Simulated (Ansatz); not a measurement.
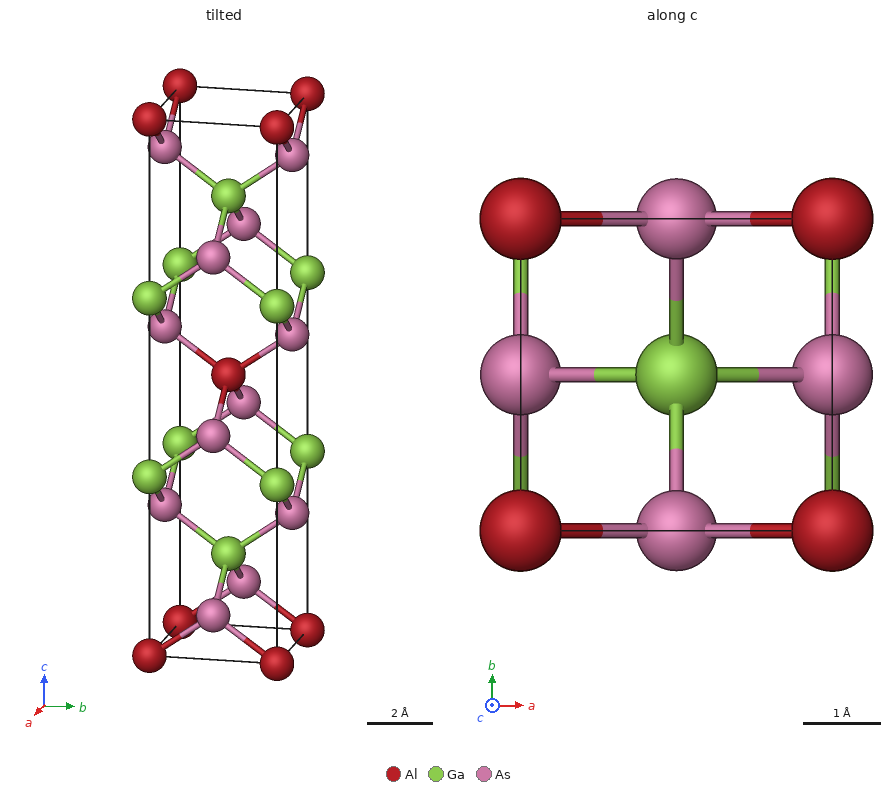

We look at a ball-and-stick model of the crystal slightly off an axis and along the c axis. The conventional unit cell is outlined; an atom on or near a face, edge or corner is repeated at each equivalent position. Cell: a = 4.06 Å, b = 4.06 Å, c = 17.21 Å, α = 90.00°, β = 90.00°, γ = 90.00°.

The cell started as a structure type filled with these elements by a generator (whether the compound takes this form wasn't checked). Earlier steps of the study may have refined or changed the cell and positions. An electronic-structure calculation with Ansatz was run on it.

### Characterise what is shown.

The material is AlGa2As3. The atoms follow space group I-4m2 (No. 119); the Bravais lattice is body-centred tetragonal. Atoms per cell: 12 (2 Al, 4 Ga, 6 As). The Al atoms are each bonded to four As in a tetrahedral arrangement at about 2.5 Å. The Ga atoms are each bonded to four As in a tetrahedral arrangement at about 2.5 Å. As takes two kinds of site: 2d with four Ga in a tetrahedral arrangement at about 2.5 Å; 4f with two Ga and two Al in a tetrahedral arrangement (about 2.5 Å to Ga, 2.5 Å to Al). The bonds build a three-dimensional framework.

The numbers come from Ansatz 0.2.0, DFT PBE, scalar-relativistic, plane waves, PAW, using a kinetic-energy cutoff of 420 eV, k-points about 0.22 Å⁻¹ apart, Gaussian smearing of 0.02 eV, no spin polarisation.

### Metal or not?

A semiconductor at this level, with a gap of 0.64 eV, direct.

### What charge does Bader's analysis assign to each element?

Al +1.94 e; Ga +0.68 e; As -1.31 to -0.67 e.

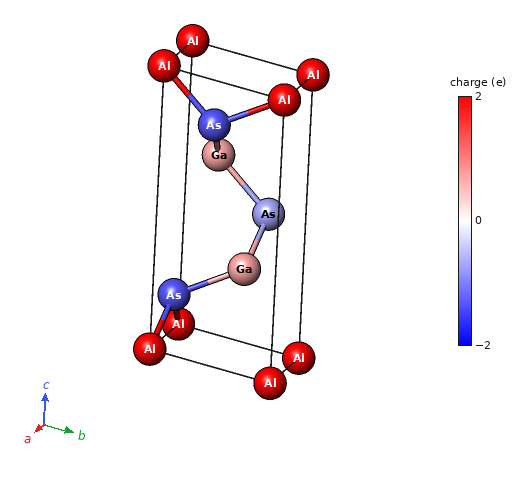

The atoms coloured by those charges. The run's cell of 6 atoms is drawn in a reduced setting, so axes and origin can differ from the first picture.

### Is this an equilibrium geometry for the method given?

Yes. All forces vanish to within 0.01 eV/Å. The pressure is 0.0 GPa, close to zero.
